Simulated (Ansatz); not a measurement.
## Geometry relaxation of C (part 2 of 2)

The same run, continued: C (slab, 6 atoms in the cell); DFT PBE, scalar-relativistic, plane waves, PAW, PAW set soft_1, no spin polarisation (Ansatz 0.2.0); cutoff 420 eV, 10×10×1 k-mesh, Gaussian smearing of 0.05 eV. The structure derives from an entry of the Crystallography Open Database. The input holds or restrains some coordinates. Forces given for the steps count only the free coordinates.

Geometry of the input (Å; fractional positions):
```
2.5255  0.0000  0.0000
0.0000  2.5255  0.0000
0.0000  0.0000  18.4644
C  0.0000  0.5000  0.3791
C  0.0000  0.0000  0.4275
C  0.5000  0.0000  0.4758
C  0.5000  0.5000  0.5242
C  0.0000  0.5000  0.5725
C  0.0000  0.0000  0.6209
```

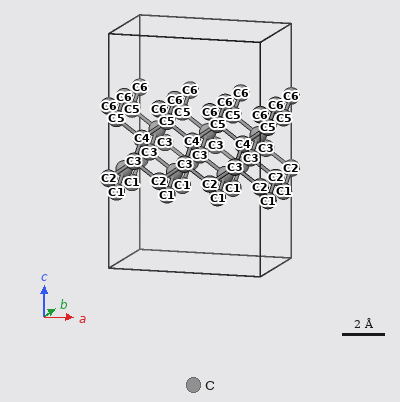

**Figure 1.** The geometry at step 2 of the log (ball-and-stick view of the 3 × 2 repeat of the cell, with the vacuum cut short, seen slightly off an axis; atoms are numbered from 1 in the order of the input).

### The program's output, continued
```
relax step   4: F+E_penalty+E_count = -1498.05125673 eV  Δ(F+E_penalty+E_count) = -1.000e-4 eV  max|allowed force component| = 9.114e-2 eV/Å  Δτ_max = 0.0090 Å  (6 SCF iters, accepted)
SCF iter   1: F=—  HF=-1498.051445 eV  |F-HF|=—  |Δ(HF+E_count)|=         —  Δρ=4.30e-4  dr2=1.50e-4  ethr=5.71e-6  p=0.008 e·Å  D=1.29e-2 V/Å  ΔV_dip=-0.24 eV  dr2_dipole=2.11e-5  V_vac-E_F(+/−)=7.26/7.50 eV  ⟨swp⟩=2.0  Hψ=1815  notcnv=0  defer=49
efield: sawtooth ramp at fractional position 0.9800 (handed on by an earlier solve), width 0.0400; the density the first Hamiltonian is built on has a dipole p = 0.008 e·Å; the dipole correction subtracts the counter field D = 1.29e-2 V/Å, which shifts the + side's vacuum level by -0.24 eV against the − side's; the planar-averaged density in the ramp window peaks in size at 1.4e-6 e/Å³
preconditioner: auto → LDOS  [metal: Δε(μ)=0.037 eV  Ē_g=14.176 eV  σ=0.050 eV  W_gap=0.39  n_scr=12 (ndim 8)  ℏωp=16.8 eV  f_vac=0.586  D(μ)=3.41/eV (n_scr^D=12)  β→1.0]
SCF iter   2: F=—  HF=-1498.051420 eV  |F-HF|=—  |Δ(HF+E_count)|=   2.49e-5  Δρ=1.08e-4  dr2=1.39e-5  ethr=6.26e-7  p=0.008 e·Å  D=1.29e-2 V/Å  ΔV_dip=-0.24 eV  dr2_dipole=5.89e-7  V_vac-E_F(+/−)=7.26/7.50 eV  ⟨swp⟩=2.6  Hψ=1469  notcnv=0  defer=49
SCF iter   3: F=—  HF=-1498.051448 eV  |F-HF|=—  |Δ(HF+E_count)|=   2.81e-5  Δρ=2.09e-5  dr2=7.12e-7  ethr=5.77e-8  p=0.008 e·Å  D=1.29e-2 V/Å  ΔV_dip=-0.24 eV  dr2_dipole=1.69e-7  V_vac-E_F(+/−)=7.26/7.50 eV  ⟨swp⟩=2.0  Hψ=982  notcnv=0  defer=49
SCF iter   4: F=—  HF=-1498.051448 eV  |F-HF|=—  |Δ(HF+E_count)|=   2.45e-7  Δρ=8.80e-6  dr2=2.83e-7  ethr=4.17e-10  p=0.008 e·Å  D=1.29e-2 V/Å  ΔV_dip=-0.24 eV  dr2_dipole=9.30e-8  V_vac-E_F(+/−)=7.26/7.50 eV  ⟨swp⟩=11.6  Hψ=3976  notcnv=0
SCF iter   5: F=-1498.051448 eV  HF=-1498.051448 eV  |F-HF|=3.64e-8  |Δ(HF+E_count)|=   4.56e-8  Δρ=3.64e-6  dr2=5.51e-8  ethr=4.17e-10  p=0.008 e·Å  D=1.29e-2 V/Å  ΔV_dip=-0.24 eV  dr2_dipole=2.03e-8  V_vac-E_F(+/−)=7.26/7.50 eV  ⟨swp⟩=5.3  Hψ=2875  notcnv=0
SCF 5 converged in 5 iterations: F = -1498.051448 eV  dr2 = 5.51e-8
relax step   5: F+E_penalty+E_count = -1498.05144799 eV  Δ(F+E_penalty+E_count) = -1.913e-4 eV  max|allowed force component| = 1.027e-3 eV/Å  Δτ_max = 0.0036 Å  (5 SCF iters, accepted)
```

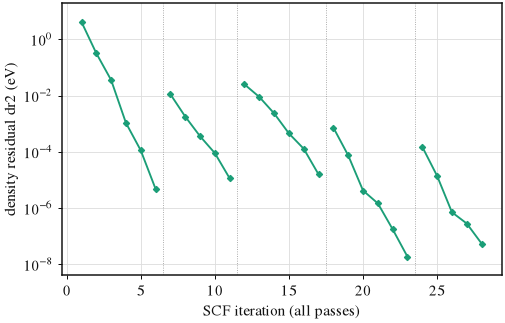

**Figure 2.** Convergence of the self-consistent field: density residual dr2 against the SCF iteration. The dotted lines part the SCF passes of the relaxation: geometry steps, rejected trials and re-solves on a re-selected basis. The 5 passes take 5 to 6 iterations each, 28 in all.

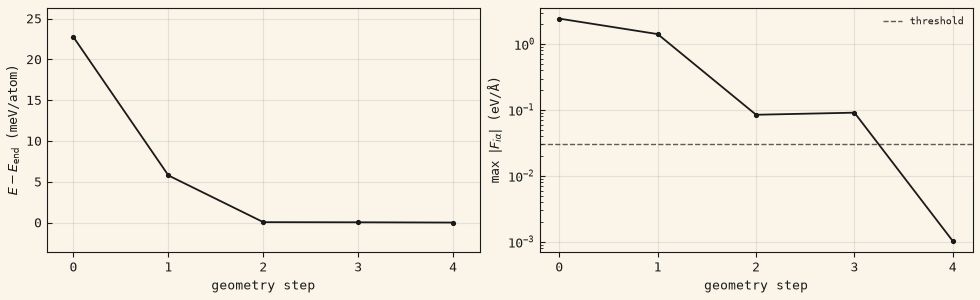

**Figure 3.** Progress of the restrained relaxation, step by step (the first geometry is step 0 here and step 1 in the log).

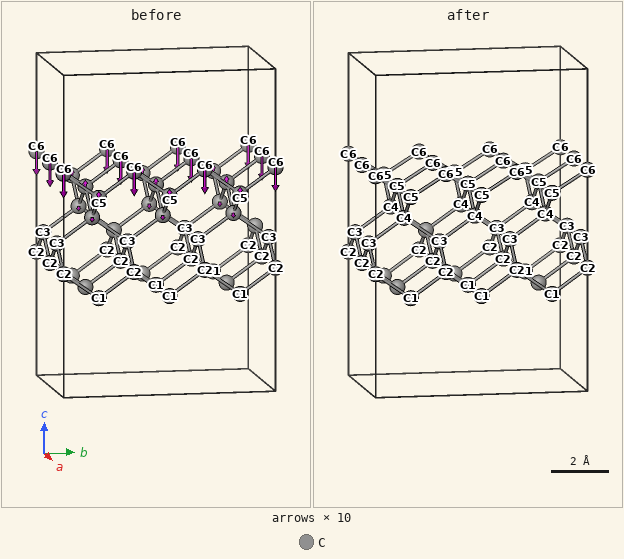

**Figure 4.** Before (left) and after (right) the restrained relaxation, at one scale (ball-and-stick view of the 2 × 3 repeat of the cell, with the vacuum cut short, seen slightly off an axis). The pink arrows give the displacements, magnified 10 times. C6 moves most: 0.089 Å. The cell doesn't change. Among the contacts that change: C5–C6 1.547 → 1.484 Å, C4–C5 1.547 → 1.573 Å, C3–C4 1.547 → 1.535 Å. Among the angles that change: C6–C5–C6 109.5° → 116.6°, C5–C4–C5 109.5° → 106.8°. The energy falls by 22.7 meV per atom in 4 geometry steps. Largest force component: 2.4 eV/Å at the start, 0.001 eV/Å at the end. (Atoms are counted from 1 in the order of the input.)

```
SCF converged after 5 iterations
Free energy (F): -1498.051448 eV
Harris-Foulkes:  -1498.051448 eV  (|F-HF|=3.64e-8)
Internal energy: -1498.047164 eV  (E = F + TS)
E sigma→0 (E₀):  -1498.049306 eV
Entropy (-TS):   -0.004284 eV (-0.714 meV/atom)
Fermi energy:    -1.368875 eV
Dipole field:    D = 0.012624 V/Å  (p = 0.008216 e·Å, saw-weighted, corrected)
Work function:   Φ+ = 7.2646 eV   Φ− = 7.4976 eV
Levels:          The Fermi level and band energies are counted from a zero that moves with the ramp; work functions are not
--- Per-component energies (eV) ---
  E_band       = -225.682050
  E_kinetic    = 516.260621
  E_local      = -12942.367130  (includes V_loc(G=0)·N_el)
  E_nonlocal   = 140.117173
  E_hartree    = 6223.746590
  E_xc         = -278.519025
  E_vxc        = -343.082350  (∫ρ·V_xc dr)
  E_paw        = -598.074548  (= ΣΔE_a)
  E_vpaw       = -44.112443  (= ΣTr[D̂ρ^β])
  E_aug_tail   = 0.000115  (compensation charges beyond the density's cutoff)
  E_efield     = 0.000052  (sawtooth field / dipole correction)
  E_vefield    = 0.004343  (∫n·V_field dr)
  E_ewald      = 5440.788988
  E_smearing   = -0.004284  (= −TS)
  E_closure    = -0.000000  (closes the sum)
  Σ components = -1498.051448   (vs F -1498.051448, Δ=0.00e0)
--- Forces (eV/Å), atoms counted from 1 ---
  atom   1  C      0.00000000     0.00000000     2.25974578
  atom   2  C      0.00000000     0.00000000    -2.61418739
  atom   3  C      0.00000000     0.00000000     0.35388536
  atom   4  C      0.00000000     0.00000000     0.00056412
  atom   5  C      0.00000000     0.00000000     0.00102650
  atom   6  C      0.00000000     0.00000000    -0.00094728
  max |Σ_I F_I| component: 8.71e-5 eV/Å
--- Band table (eV; the first three rows and the last of 36) ---
  k-point 0: bands = ["-22.0598", "-19.4036", "-15.5027", "-10.7830", "-7.2668", "-6.8385", "-6.1608", "-5.2133", "-4.2887", "-2.6749", "-2.1772", "-0.9631", "1.3307", "3.2837", "3.4490", "3.4804", "4.8946", "5.6213"]
  k-point 1: bands = ["-21.8783", "-19.2315", "-15.3343", "-10.8038", "-8.0613", "-6.6949", "-6.6776", "-5.5640", "-4.2000", "-3.5760", "-2.0263", "-1.0257", "1.4739", "3.3904", "3.8129", "4.1386", "5.6100", "5.7946"]
  k-point 2: bands = ["-21.3368", "-18.7226", "-14.8309", "-11.4696", "-9.0694", "-8.4989", "-6.2792", "-5.7135", "-5.1931", "-3.9755", "-1.8574", "-1.6081", "1.8710", "3.1430", "4.5694", "5.5178", "5.9845", "6.5356"]
  k-point 35: bands = ["-13.9159", "-13.8319", "-13.8100", "-13.5141", "-12.4448", "-11.7167", "-8.8487", "-8.8234", "-8.1988", "-7.9485", "-3.1194", "-2.8189", "-1.5631", "-1.5360", "5.8833", "5.8892", "6.3639", "6.4429"]
--- Relaxed structure (5 steps of the walk, 5 accepted, 0 SCFs on fresh bases) ---
  F+E_penalty+E_count = -1498.05144799 eV   max|allowed force component| = 1.027e-3 eV/Å
  atoms:
    - { symbol: C, position: [0.0, 0.5, 0.37910717129999993] }
    - { symbol: C, position: [0.0, 0.0, 0.4274643027999999] }
    - { symbol: C, position: [0.5, 0.0, 0.47582143429999996] }
    - { symbol: C, position: [0.5, 0.5, 0.5231126054535906] }
    - { symbol: C, position: [0.0, 0.5, 0.5738717647327256] }
    - { symbol: C, position: [0.0, 0.0, 0.6160758724592842] }
```

### Trajectory as extended XYZ (Å, eV, eV/Å), 5 frames, from step=1 to step=5
```
6
Lattice="2.5255 0.0000 0.0000 0.0000 2.5255 0.0000 0.0000 0.0000 18.4644" Properties=species:S:1:pos:R:3:forces:R:3 step=1 energy=-1497.91514
C     0.0000    1.2627    7.0000    0.0000   0.0000   2.2759
C     0.0000    0.0000    7.8929    0.0000   0.0000  -2.4338
C     1.2627    0.0000    8.7858    0.0000   0.0000   0.4682
C     1.2627    1.2627    9.6787    0.0000   0.0000  -0.4682
C     0.0000    1.2627   10.5715    0.0000   0.0000   2.4338
C     0.0000    0.0000   11.4644    0.0000   0.0000  -2.2759
6
Lattice="2.5255 0.0000 0.0000 0.0000 2.5255 0.0000 0.0000 0.0000 18.4644" Properties=species:S:1:pos:R:3:forces:R:3 step=2 energy=-1498.01680
C     0.0000    1.2627    7.0000    0.0000   0.0000   2.2553
C     0.0000    0.0000    7.8929    0.0000   0.0000  -2.4875
C     1.2627    0.0000    8.7858    0.0000   0.0000   0.3566
C     1.2627    1.2627    9.6710    0.0000   0.0000  -0.5619
C     0.0000    1.2627   10.5722    0.0000   0.0000   1.4171
C     0.0000    0.0000   11.4054    0.0000   0.0000  -0.9786
6
Lattice="2.5255 0.0000 0.0000 0.0000 2.5255 0.0000 0.0000 0.0000 18.4644" Properties=species:S:1:pos:R:3:forces:R:3 step=3 energy=-1498.05116
C     0.0000    1.2627    7.0000    0.0000   0.0000   2.2613
C     0.0000    0.0000    7.8929    0.0000   0.0000  -2.5860
C     1.2627    0.0000    8.7858    0.0000   0.0000   0.4433
C     1.2627    1.2627    9.6630    0.0000   0.0000  -0.0847
C     0.0000    1.2627   10.5998    0.0000   0.0000   0.0105
C     0.0000    0.0000   11.3810    0.0000   0.0000  -0.0439
6
Lattice="2.5255 0.0000 0.0000 0.0000 2.5255 0.0000 0.0000 0.0000 18.4644" Properties=species:S:1:pos:R:3:forces:R:3 step=4 energy=-1498.05126
C     0.0000    1.2627    7.0000    0.0000   0.0000   2.2586
C     0.0000    0.0000    7.8929    0.0000   0.0000  -2.6404
C     1.2627    0.0000    8.7858    0.0000   0.0000   0.2747
C     1.2627    1.2627    9.6554    0.0000   0.0000   0.0911
C     0.0000    1.2627   10.5931    0.0000   0.0000   0.0088
C     0.0000    0.0000   11.3720    0.0000   0.0000   0.0072
6
Lattice="2.5255 0.0000 0.0000 0.0000 2.5255 0.0000 0.0000 0.0000 18.4644" Properties=species:S:1:pos:R:3:forces:R:3 step=5 energy=-1498.05145
C     0.0000    1.2627    7.0000    0.0000   0.0000   2.2597
C     0.0000    0.0000    7.8929    0.0000   0.0000  -2.6142
C     1.2627    0.0000    8.7858    0.0000   0.0000   0.3539
C     1.2627    1.2627    9.6590    0.0000   0.0000   0.0006
C     0.0000    1.2627   10.5962    0.0000   0.0000   0.0010
C     0.0000    0.0000   11.3755    0.0000   0.0000  -0.0009
```

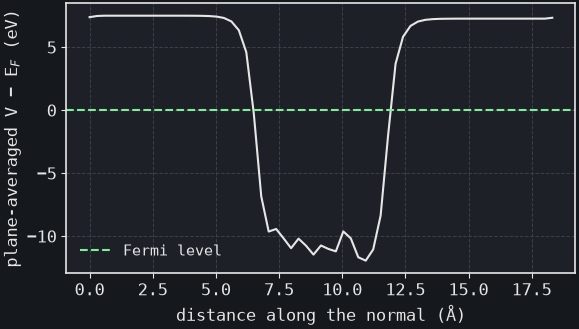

**Figure 5.** Plane average of the electrostatic potential energy of an electron across the cell, from the Fermi level. The vacuum level lies 7.26 eV above the Fermi level on the upper side and 7.50 eV on the lower.

### Results in brief

| quantity | value |
| --- | --- |
| outcome | converged under the restraints of the input |
| electrons treated | 24 |
| free energy | −1498.0514 eV |
| work function, top face | 7.26 eV |
| work function, bottom face | 7.50 eV |
| Fermi energy | −1.369 eV |
| gap on the k-point mesh | none (metallic) |
| final volume | 117.77 Å³ |
| work function (upper face) | 7.26 eV |
| largest force (length of the vector) at the end, held atoms and coordinates included | 2.614 eV/Å |
| wall time | 44 s (CPU time 85 s) |
| peak memory | 0.34 GiB |
